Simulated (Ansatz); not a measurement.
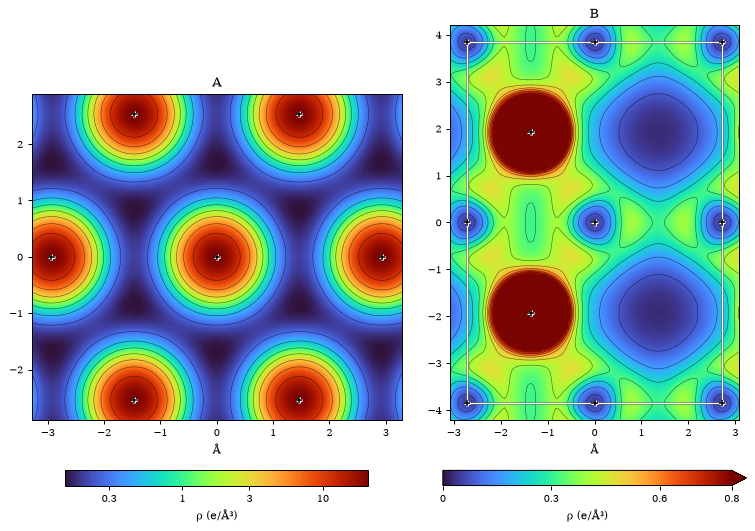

The valence charge density (pseudo) of 2 systems, each on a plane through atoms (crosses mark nuclei in the plane).

All numbers below come from Ansatz 0.2.0, DFT PBE, scalar-relativistic, plane waves, PAW.

System 1: Si₂Ni, the (011) plane of the conventional cell. Space group Fm-3m; computed without spin polarisation.

```
Si Ni
1.0
     5.44683    0.00000    0.00000
     0.00000    5.44683    0.00000
     0.00000    0.00000    5.44683
Si Ni
8 4
Cartesian
  1.3617 1.3617 1.3617
  4.0851 4.0851 1.3617
  4.0851 1.3617 4.0851
  1.3617 4.0851 4.0851
  4.0851 1.3617 1.3617
  1.3617 4.0851 1.3617
  1.3617 1.3617 4.0851
  4.0851 4.0851 4.0851
  0.0000 0.0000 0.0000
  2.7234 2.7234 0.0000
  2.7234 0.0000 2.7234
  0.0000 2.7234 2.7234
```

System 2: Ag, the (111) plane of the conventional cell. Space group Fm-3m; computed without spin polarisation.

```
Ag
1.0
     4.14718    0.00000    0.00000
     0.00000    4.14718    0.00000
     0.00000    0.00000    4.14718
Ag
4
Direct
  0.00000 0.00000 0.00000
  0.50000 0.50000 0.00000
  0.50000 0.00000 0.50000
  0.00000 0.50000 0.50000
```

Which map belongs to which system?

Answer. Panel A is system 2, Ag: the plane holds Ag. Ag–Ag (2.93 Å): ρ at the midpoint is about 0.2 e/Å³. Panel B is system 1, Si₂Ni: the plane holds Si and Ni. Si–Ni (2.36 Å): ρ at the midpoint is about 0.46 e/Å³.
